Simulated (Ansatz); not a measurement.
# InSe: geometry relaxation (part 1 of 2)

The run: geometry relaxation of InSe (P6₃/mmc, 8 atoms in the cell). Method and program: DFT PBE+D3(BJ), scalar-relativistic, plane waves, PAW, no spin polarisation (Ansatz 0.2.0).

The structure derives from an entry of the Crystallography Open Database. It belongs to a series of runs on one base structure; here: volume × 1.06, shape and atoms relaxed. Figures and captions count atoms from 1; the log counts them from 0 in places.

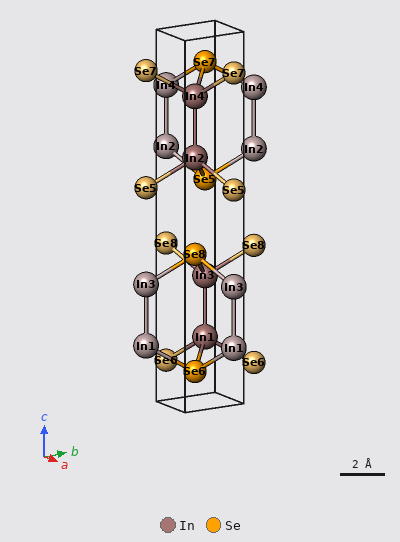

Figure 1. The input geometry (ball-and-stick view of the cell of the calculation, seen slightly off an axis; neighbours outside the cell are drawn fainter; atoms are numbered from 1 in the order of the input). An atom can appear more than once, as a periodic image. Near neighbours in the periodic cell (some may lie outside the picture): In has 1 In at 2.83 Å and 3 Se at 2.70 Å; Se has 3 In at 2.70 Å.

Input
```yaml
crystal:
  lattice:
    - [4.0995889344, 0.0, 0.0]
    - [-2.0497944672, 3.5503481622, 0.0]
    - [0.0, 0.0, 17.1851181898]
  atoms:
    - { symbol: In, position: [0.3333333333, 0.6666666667, 0.1675954858] }
    - { symbol: In, position: [0.6666666667, 0.3333333333, 0.6675954858] }
    - { symbol: In, position: [0.3333333333, 0.6666666667, 0.3324045142] }
    - { symbol: In, position: [0.6666666667, 0.3333333333, 0.8324045142] }
    - { symbol: Se, position: [0.3333333333, 0.6666666667, 0.5924915567] }
    - { symbol: Se, position: [0.6666666667, 0.3333333333, 0.0924915567] }
    - { symbol: Se, position: [0.3333333333, 0.6666666667, 0.9075084433] }
    - { symbol: Se, position: [0.6666666667, 0.3333333333, 0.4075084433] }
basis:
  ecutwfc: 420
kpoints:
  mp_grid: { grid: [12, 12, 2] }
hamiltonian:
  xc: pbe
  dispersion: d3bj
scf:
  occupations: { method: gaussian, width: 0.02 }
output:
  forces: true
  stress: true
  eigenvalues: true
  write_density: true
  write_potential: true
  elf: true
  volumetric_format: npy
relax:
  adjacent_minimum: "off"
  f_tol: 0.01
  max_steps: 30
  cell: { stress_tol: 0.1, fix: [volume] }
```

Launched with:
```bash
ansatz run input.yaml --threads 2 --pin off --max-ram 5120MiB --backend cpu --events-out ev --progress --plain --runs-dir out
```

Output
```
Engine: ansatz 0.2.0, x86_64-unknown-linux-gnu
Pseudopotentials: kind: paw
Pseudopotential: In, paw, valence charge 13, recommended cutoff 420 eV (normal), In.paw.azcp
Pseudopotential: Se, paw, valence charge 16, recommended cutoff 420 eV (normal), Se.paw.azcp
Functional definition: PBE
  parameter kappa = 0.804
  parameter beta = 0.06672455060314922
  exchange = pbe_x(kappa = kappa, mu = beta*pi^2/3)
  correlation = pbe_c(beta = beta)
Crystal: 8 atoms, lattice volume = 250.129 Å³
Basis set: ecut = 420 eV, 4833 PW (Γ), exchange–correlation on 60×60×240 points (8 copies of the dense FFT grid, shifted against one another)
Bands: 70, of which v1, the nominal top of the filled ones, is band 58 counted from 1 (57 counted from 0)
Symmetry: 24 space group operations
Space group: P63/mmc (ITA 194), of the structure as read, at distance tolerance 6.3e-5 Å
k-points: 38 of 288
Non-local potential: In, projectors of the file, l = 0: 2, l = 1: 2, l = 2: 2, l = 3: 2
Non-local potential: Se, projectors of the file, l = 0: 2, l = 1: 2, l = 2: 3, l = 3: 1
PAW form: soft (Blöchl's): semilocal exchange-correlation on the pseudo side does not see the compensation charge
PAW one-centre angular grid: In, 590 points (default); XC on 64 Gauss nodes
PAW one-centre angular grid: Se, 590 points (default); XC on 64 Gauss nodes
Initial density: superposition of atomic densities (neutral atoms: chi_scale 0, normalization atom), corrected by the library's trained network
Initial wavefunctions: pseudopotential atomic-orbital guess
Functional: x = pbe(κ = 0.804, μ = 0.2195149727645171), c = pbe(β = 0.06672455060314922)
SCF iter   1: F=—  HF=-44274.084597 eV  |F-HF|=—  |Δ(HF+E_count)|=         —  Δρ=1.50e-3  dr2=1.03e-2  ethr=1.77e-3  ⟨swp⟩=6.2  Hψ=10028  notcnv=0  defer=1
preconditioner: auto → Resta (q_TF=auto, 2.400 Å⁻¹)  ε∞=3.2  [insulator: Δε(μ)=0.277 eV  Ē_g=13.749 eV  σ=0.020 eV  W_gap=1.00  n_scr=66 (ndim 8)  ℏωp=20.5 eV  f_vac=0.113  D(μ)=0.00/eV (n_scr^D=0)  ε∞_Penn≈3.2]
SCF iter   2: F=—  HF=-44274.079250 eV  |F-HF|=—  |Δ(HF+E_count)|=   5.35e-3  Δρ=7.27e-4  dr2=1.31e-3  ethr=8.85e-6  ⟨swp⟩=2.0  Hψ=4683  notcnv=0  defer=295
SCF iter   3: F=—  HF=-44274.079374 eV  |F-HF|=—  |Δ(HF+E_count)|=   1.24e-4  Δρ=3.56e-4  dr2=3.17e-4  ethr=1.13e-6  ⟨swp⟩=2.5  Hψ=3750  notcnv=0  defer=295
SCF iter   4: F=—  HF=-44274.079569 eV  |F-HF|=—  |Δ(HF+E_count)|=   1.94e-4  Δρ=9.72e-5  dr2=3.03e-5  ethr=2.74e-7  ⟨swp⟩=2.0  Hψ=3049  notcnv=0  defer=295
SCF iter   5: F=—  HF=-44274.079593 eV  |F-HF|=—  |Δ(HF+E_count)|=   2.47e-5  Δρ=2.62e-5  dr2=3.42e-6  ethr=2.62e-8  ⟨swp⟩=2.0  Hψ=3714  notcnv=0  defer=295
SCF iter   6: F=—  HF=-44274.079595 eV  |F-HF|=—  |Δ(HF+E_count)|=   1.36e-6  Δρ=6.48e-6  dr2=1.70e-7  ethr=2.95e-9  ⟨swp⟩=2.1  Hψ=4416  notcnv=0  defer=295
SCF iter   7: F=-44274.079595 eV  HF=-44274.079595 eV  |F-HF|=8.33e-9  |Δ(HF+E_count)|=   3.01e-7  Δρ=1.86e-6  dr2=1.04e-8  ethr=8.62e-11  ⟨swp⟩=13.8  Hψ=18566  notcnv=0
SCF 1 converged in 7 iterations: F = -44274.079595 eV  dr2 = 1.04e-8
  greatest PAW one-centre occupation: 1.000 electrons in one spin orbital (limit 2), on the Se atom at site 7 (counted from 0), in its partial waves of l = 2
relax step   1: F+E_penalty+E_count = -44274.07959501 eV  Δ(F+E_penalty+E_count) = +0.000e0 eV  max|allowed force component| = 1.963e-1 eV/Å  Δτ_max = 0.0000 Å  P = -1.890 GPa  Ω = 250.129 Å³  fix = [volume]  reactions: volume -1.890 GPa  (7 SCF iters, dr2 threshold 1.00e-7 eV, accepted)
Initial density: handed on by an earlier stage of this run
Initial wavefunctions: those handed on with the density
iter 1 solved again at ethr=1.56e-4 eV; its pass at ethr=3.10e-3 eV (dr2=1.81e-1 eV) is discarded
SCF iter   1: F=—  HF=-44274.099993 eV  |F-HF|=—  |Δ(HF+E_count)|=         —  Δρ=9.01e-3  dr2=1.71e-1  ethr=1.56e-4  ⟨swp⟩=2.7  Hψ=11083  notcnv=0
preconditioner: auto → Resta (q_TF=auto, 2.400 Å⁻¹)  ε∞=3.2  [insulator: Δε(μ)=0.492 eV  Ē_g=13.907 eV  σ=0.020 eV  W_gap=1.00  n_scr=66 (ndim 8)  ℏωp=20.5 eV  f_vac=0.137  D(μ)=0.00/eV (n_scr^D=0)  ε∞_Penn≈3.2]
SCF iter   2: F=—  HF=-44274.046644 eV  |F-HF|=—  |Δ(HF+E_count)|=   5.33e-2  Δρ=3.82e-3  dr2=2.63e-2  ethr=1.47e-4  ⟨swp⟩=3.7  Hψ=5061  notcnv=0
SCF iter   3: F=—  HF=-44274.041284 eV  |F-HF|=—  |Δ(HF+E_count)|=   5.36e-3  Δρ=7.22e-4  dr2=1.25e-3  ethr=2.26e-5  ⟨swp⟩=3.0  Hψ=5454  notcnv=0  defer=2
SCF iter   4: F=—  HF=-44274.041927 eV  |F-HF|=—  |Δ(HF+E_count)|=   6.44e-4  Δρ=3.06e-4  dr2=3.28e-4  ethr=1.08e-6  ⟨swp⟩=2.0  Hψ=5269  notcnv=0  defer=2
SCF iter   5: F=—  HF=-44274.042018 eV  |F-HF|=—  |Δ(HF+E_count)|=   9.04e-5  Δρ=7.11e-5  dr2=2.57e-5  ethr=2.83e-7  ⟨swp⟩=2.0  Hψ=4544  notcnv=0  defer=2
SCF iter   6: F=—  HF=-44274.042033 eV  |F-HF|=—  |Δ(HF+E_count)|=   1.50e-5  Δρ=2.72e-5  dr2=3.65e-6  ethr=2.21e-8  ⟨swp⟩=2.0  Hψ=4848  notcnv=0  defer=2
SCF iter   7: F=-44274.042039 eV  HF=-44274.042038 eV  |F-HF|=3.91e-7  |Δ(HF+E_count)|=   5.42e-6  Δρ=1.02e-5  dr2=3.22e-7  ethr=6.90e-10  ⟨swp⟩=12.2  Hψ=23424  notcnv=0
SCF 2 converged in 7 iterations: F = -44274.042039 eV  dr2 = 3.22e-7
relax step   2: F+E_penalty+E_count = -44274.04203861 eV  Δ(F+E_penalty+E_count) = +3.756e-2 eV  max|allowed force component| = 3.344e-1 eV/Å  Δτ_max = 0.1330 Å  P = +0.154 GPa  Ω = 250.129 Å³  energy of the carried Pulay correction = -6.949e-18 eV  fix = [volume]  (7 SCF iters, dr2 threshold 8.00e-7 eV, rejected (line search))
iter 1 solved again at ethr=6.18e-5 eV; its pass at ethr=3.10e-3 eV (dr2=7.17e-2 eV) is discarded
SCF iter   1: F=—  HF=-44274.123682 eV  |F-HF|=—  |Δ(HF+E_count)|=         —  Δρ=5.67e-3  dr2=7.43e-2  ethr=6.18e-5  ⟨swp⟩=2.5  Hψ=10288  notcnv=0
preconditioner: auto → Resta (q_TF=auto, 2.400 Å⁻¹)  ε∞=3.2  [insulator: Δε(μ)=0.315 eV  Ē_g=13.830 eV  σ=0.020 eV  W_gap=1.00  n_scr=66 (ndim 8)  ℏωp=20.5 eV  f_vac=0.121  D(μ)=0.00/eV (n_scr^D=0)  ε∞_Penn≈3.2]
SCF iter   2: F=—  HF=-44274.100485 eV  |F-HF|=—  |Δ(HF+E_count)|=   2.32e-2  Δρ=2.38e-3  dr2=1.08e-2  ethr=6.18e-5  ⟨swp⟩=3.6  Hψ=4768  notcnv=0
SCF iter   3: F=—  HF=-44274.098166 eV  |F-HF|=—  |Δ(HF+E_count)|=   2.32e-3  Δρ=5.19e-4  dr2=7.33e-4  ethr=9.28e-6  ⟨swp⟩=2.6  Hψ=5074  notcnv=0
SCF iter   4: F=—  HF=-44274.098390 eV  |F-HF|=—  |Δ(HF+E_count)|=   2.24e-4  Δρ=2.30e-4  dr2=1.62e-4  ethr=6.32e-7  ⟨swp⟩=2.0  Hψ=5250  notcnv=0
SCF iter   5: F=—  HF=-44274.098449 eV  |F-HF|=—  |Δ(HF+E_count)|=   5.90e-5  Δρ=7.03e-5  dr2=1.56e-5  ethr=1.40e-7  ⟨swp⟩=3.0  Hψ=4653  notcnv=0
SCF iter   6: F=—  HF=-44274.098500 eV  |F-HF|=—  |Δ(HF+E_count)|=   5.08e-5  Δρ=1.89e-5  dr2=1.93e-6  ethr=1.35e-8  ⟨swp⟩=2.0  Hψ=4864  notcnv=0
SCF iter   7: F=—  HF=-44274.098532 eV  |F-HF|=—  |Δ(HF+E_count)|=   3.24e-5  Δρ=7.33e-6  dr2=1.86e-7  ethr=1.67e-9  ⟨swp⟩=2.0  Hψ=4864  notcnv=0
SCF iter   8: F=—  HF=-44274.098533 eV  |F-HF|=—  |Δ(HF+E_count)|=   2.70e-7  Δρ=1.93e-6  dr2=1.24e-8  ethr=1.60e-10  ⟨swp⟩=2.0  Hψ=4864  notcnv=0
SCF iter   9: F=—  HF=-44274.098533 eV  |F-HF|=—  |Δ(HF+E_count)|=   3.76e-8  Δρ=5.57e-7  dr2=9.99e-10  ethr=1.07e-11  ⟨swp⟩=2.0  Hψ=4105  notcnv=0
SCF iter  10: F=-44274.098533 eV  HF=-44274.098533 eV  |F-HF|=1.09e-10  |Δ(HF+E_count)|=   3.06e-9  Δρ=2.29e-7  dr2=1.35e-10  ethr=1.00e-12  ⟨swp⟩=7.0  Hψ=13173  notcnv=0
the search or the solves at the SCF's close seem to have found levels that the self-consistency loop had missed (the run counts 4). By its estimate they hold under 1e-12 electrons; where the run keeps them, the occupations were computed again with them
SCF 3 converged in 10 iterations: F = -44274.098533 eV  dr2 = 1.35e-10
  greatest PAW one-centre occupation: 1.000 electrons in one spin orbital (limit 2), on the Se atom at site 6 (counted from 0), in its partial waves of l = 2
relax step   3: F+E_penalty+E_count = -44274.09853254 eV  Δ(F+E_penalty+E_count) = -1.894e-2 eV  max|allowed force component| = 3.735e-3 eV/Å  Δτ_max = 0.0513 Å  P = -1.148 GPa  Ω = 250.129 Å³  energy of the carried Pulay correction = -6.949e-18 eV  fix = [volume]  reactions: volume -1.148 GPa  (10 SCF iters, accepted)
Basis set: ecut = 420 eV, 4847 PW (Γ), exchange–correlation on 60×60×240 points (8 copies of the dense FFT grid, shifted against one another)
iter 1 solved again at ethr=4.03e-7 eV; its pass at ethr=3.10e-3 eV (dr2=4.68e-4 eV) is discarded
SCF iter   1: F=—  HF=-44274.099159 eV  |F-HF|=—  |Δ(HF+E_count)|=         —  Δρ=5.37e-4  dr2=3.94e-4  ethr=4.03e-7  ⟨swp⟩=3.0  Hψ=12401  notcnv=0
preconditioner: auto → Resta (q_TF=auto, 2.400 Å⁻¹)  ε∞=3.2  [insulator: Δε(μ)=0.426 eV  Ē_g=13.822 eV  σ=0.020 eV  W_gap=1.00  n_scr=66 (ndim 8)  ℏωp=20.5 eV  f_vac=0.120  D(μ)=0.00/eV (n_scr^D=0)  ε∞_Penn≈3.2]
SCF iter   2: F=—  HF=-44274.099048 eV  |F-HF|=—  |Δ(HF+E_count)|=   1.11e-4  Δρ=2.32e-4  dr2=5.79e-5  ethr=3.40e-7  ⟨swp⟩=2.1  Hψ=3704  notcnv=0
SCF iter   3: F=—  HF=-44274.099091 eV  |F-HF|=—  |Δ(HF+E_count)|=   4.32e-5  Δρ=4.42e-5  dr2=3.16e-6  ethr=4.99e-8  ⟨swp⟩=2.0  Hψ=4560  notcnv=0
SCF iter   4: F=—  HF=-44274.099122 eV  |F-HF|=—  |Δ(HF+E_count)|=   3.03e-5  Δρ=1.07e-5  dr2=8.59e-7  ethr=2.73e-9  ⟨swp⟩=2.9  Hψ=4729  notcnv=0
SCF iter   5: F=—  HF=-44274.099122 eV  |F-HF|=—  |Δ(HF+E_count)|=   7.17e-9  Δρ=3.72e-6  dr2=4.69e-8  ethr=7.41e-10  ⟨swp⟩=3.0  Hψ=4864  notcnv=0
SCF iter   6: F=-44274.099122 eV  HF=-44274.099122 eV  |F-HF|=9.92e-9  |Δ(HF+E_count)|=   2.53e-8  Δρ=1.05e-6  dr2=3.62e-9  ethr=3.15e-11  ⟨swp⟩=8.3  Hψ=14852  notcnv=0
SCF 4 converged in 6 iterations: F = -44274.099122 eV  dr2 = 3.62e-9
relax step   4: F+E_penalty+E_count = -44274.09912170 eV  Δ(F+E_penalty+E_count) = -5.892e-4 eV  max|allowed force component| = 3.988e-3 eV/Å  Δτ_max = 0.0062 Å  P = -1.064 GPa  Ω = 250.129 Å³  fix = [volume]  reactions: volume -1.064 GPa  (6 SCF iters, dr2 threshold 3.65e-8 eV, accepted)
Initial wavefunctions: pseudopotential atomic-orbital guess (no wavefunctions were taken with the density)
iter 1 solved again at ethr=1.32e-7 eV; its pass at ethr=3.10e-3 eV (dr2=1.53e-4 eV) is discarded
SCF iter   1: F=—  HF=-44274.094124 eV  |F-HF|=—  |Δ(HF+E_count)|=         —  Δρ=2.15e-4  dr2=2.91e-6  ethr=1.32e-7  ⟨swp⟩=3.1  Hψ=17365  notcnv=0
preconditioner: auto → Resta (q_TF=auto, 2.400 Å⁻¹)  ε∞=3.2  [insulator: Δε(μ)=0.423 eV  Ē_g=13.823 eV  σ=0.020 eV  W_gap=1.00  n_scr=66 (ndim 8)  ℏωp=20.5 eV  f_vac=0.120  D(μ)=0.00/eV (n_scr^D=0)  ε∞_Penn≈3.2]
SCF iter   2: F=—  HF=-44274.097848 eV  |F-HF|=—  |Δ(HF+E_count)|=   3.72e-3  Δρ=1.09e-4  dr2=6.46e-7  ethr=2.51e-9  ⟨swp⟩=2.6  Hψ=3436  notcnv=0
SCF iter   3: F=—  HF=-44274.099095 eV  |F-HF|=—  |Δ(HF+E_count)|=   1.25e-3  Δρ=1.40e-5  dr2=3.65e-8  ethr=5.57e-10  ⟨swp⟩=3.0  Hψ=3935  notcnv=0
SCF iter   4: F=—  HF=-44274.099115 eV  |F-HF|=—  |Δ(HF+E_count)|=   2.05e-5  Δρ=2.10e-6  dr2=9.80e-9  ethr=3.14e-11  ⟨swp⟩=2.0  Hψ=4864  notcnv=0
SCF iter   5: F=—  HF=-44274.099115 eV  |F-HF|=—  |Δ(HF+E_count)|=   3.23e-7  Δρ=6.88e-7  dr2=2.19e-9  ethr=8.45e-12  ⟨swp⟩=3.0  Hψ=4225  notcnv=0
SCF iter   6: F=—  HF=-44274.099115 eV  |F-HF|=—  |Δ(HF+E_count)|=   1.93e-8  Δρ=2.77e-7  dr2=4.83e-10  ethr=1.88e-12  ⟨swp⟩=2.2  Hψ=3444  notcnv=0
SCF iter   7: F=-44274.099115 eV  HF=-44274.099115 eV  |F-HF|=5.09e-11  |Δ(HF+E_count)|=   1.03e-9  Δρ=7.51e-8  dr2=3.75e-11  ethr=1.00e-12  ⟨swp⟩=6.2  Hψ=11401  notcnv=0
SCF 5 converged in 7 iterations: F = -44274.099115 eV  dr2 = 3.75e-11
relax step   5: F+E_penalty+E_count = -44274.09911540 eV  Δ(F+E_penalty+E_count) = +6.306e-6 eV  max|allowed force component| = 4.003e-3 eV/Å  Δτ_max = 0.0000 Å  P = -1.063 GPa  Ω = 250.129 Å³  fix = [volume]  reactions: volume -1.063 GPa  stress off target by 4.11e-2 GPa on what of the cell is left free  SCF on the basis re-selected at this cell (its energy is not comparable with the rows above)  (7 SCF iters)
```

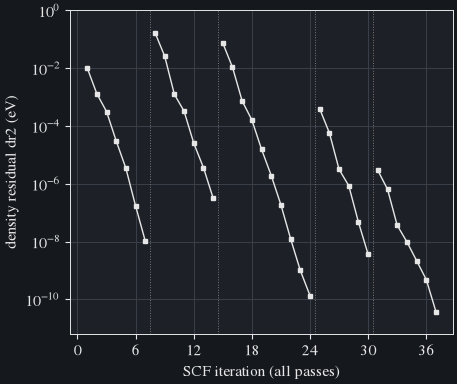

Figure 2. Convergence of the self-consistent field: density residual dr2 against the SCF iteration. The dotted lines part the SCF passes of the relaxation: geometry steps, rejected trials and re-solves on a re-selected basis. The 5 passes take 6 to 10 iterations each, 37 in all.

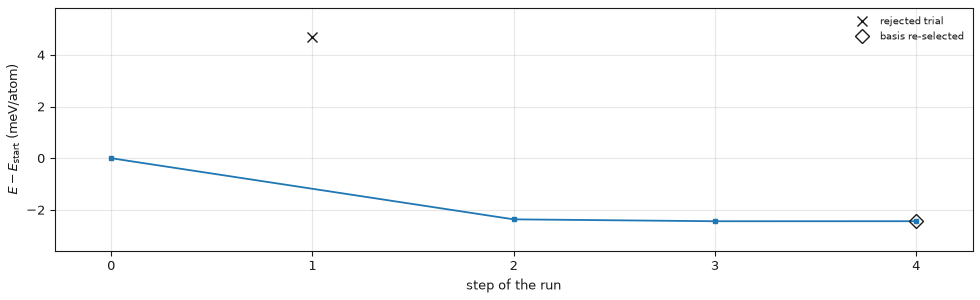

Figure 3. Progress of the relaxation, step by step (the first geometry is step 0 here and step 1 in the log).

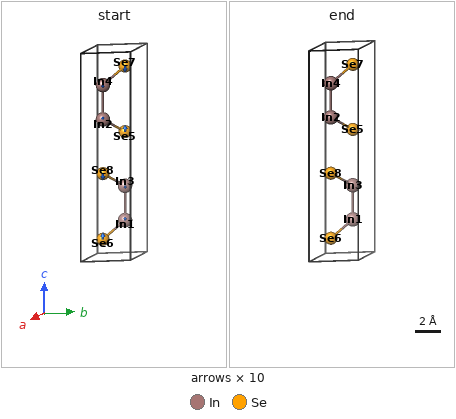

Figure 4. Before (left) and after (right) the relaxation, at one scale (ball-and-stick view of the cell of the calculation, seen slightly off an axis). The blue arrows give the displacements (without the part carried along by the change of the cell), magnified 10 times. The energy falls by 2.4 meV per atom in 3 geometry steps. The largest force component goes from 0.2 to 0.004 eV/Å. Pressure: −1.89 GPa at the start and −1.06 GPa at the end. The line search rejected the trial step at point 1 (counted from 0) and went back. The largest moves relative to the cell, 0.058 Å, are those of Se5, Se6, Se7 and Se8. Largest moves by element: Se 0.058 Å, In 0.026 Å. The drawn cell changes at constant volume: a = b 4.100 → 4.075 Å (−0.6 %), c 17.185 → 17.393 Å (+1.2 %). Among the contacts that change: In1–Se6 2.696 → 2.676 Å, In1–In3 2.832 → 2.814 Å. The space group stays P6_3/mmc (No. 194). A last SCF at the same geometry on a re-selected plane-wave basis shifts the energy by +0.0 meV per atom. (Atoms are counted from 1 in the order of the input.)
